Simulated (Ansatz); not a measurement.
```
Ga In P
1.0
     0.00000    5.95979   -5.95979
     5.95979    5.95979    0.00000
     5.95979    0.00000   -5.95979
Ga In P
1 7 8
Direct
  0.50000 0.50000 0.00000
  0.49933 0.00067 0.99933
  0.00067 0.49933 0.99933
  0.00067 0.00067 0.99933
  0.49933 0.49933 0.50067
  0.49933 0.00067 0.50067
  0.00067 0.49933 0.50067
  0.00000 0.00000 0.50000
  0.38027 0.38027 0.35918
  0.37516 0.87495 0.37495
  0.87495 0.37516 0.37495
  0.87495 0.87495 0.37495
  0.38027 0.38027 0.88027
  0.38027 0.85918 0.88027
  0.85918 0.38027 0.88027
  0.87495 0.87495 0.87516
```

The program warned that a starting moment wasn't kept; spin-polarised, but the moments vanished.

Computed with DFT PBE, scalar-relativistic, plane waves, PAW in Ansatz 0.2.0.

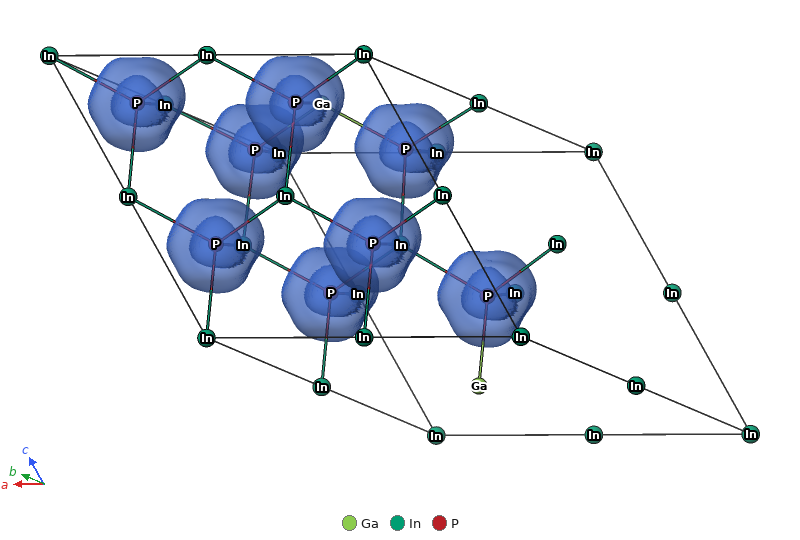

In$_{7}$GaP$_{8}$ (cell charge +1, with a compensating background) (cell with a defect). Isosurface of the electron localisation function at 0.7 (blue), seen at an oblique angle. Only the valence region is drawn (cores and ρ < 0.01 e/Å³ removed). Sticks mark near contacts.

In a PAW calculation such maps are meaningful between the atoms, not at the nuclei.

### Where are the electrons localised?

At this value the surface marks out four regions on P in which the atom's valence shell and bonds are merged and four regions wrapped around P (the valence shell of each), counted in one cell of 16 atoms. Any copies at cell faces, edges or corners count once.

Values along the shortest contacts:
Ga–P (2.47 Å): the ELF peaks at about 0.90 in the valence shell of P, 0.9 Å from its nucleus, and is about 0.75 at the midpoint. In–P (2.58 Å): the ELF peaks at about 0.90 in the valence shell of P, 0.8 Å from its nucleus, and is about 0.55 at the midpoint.
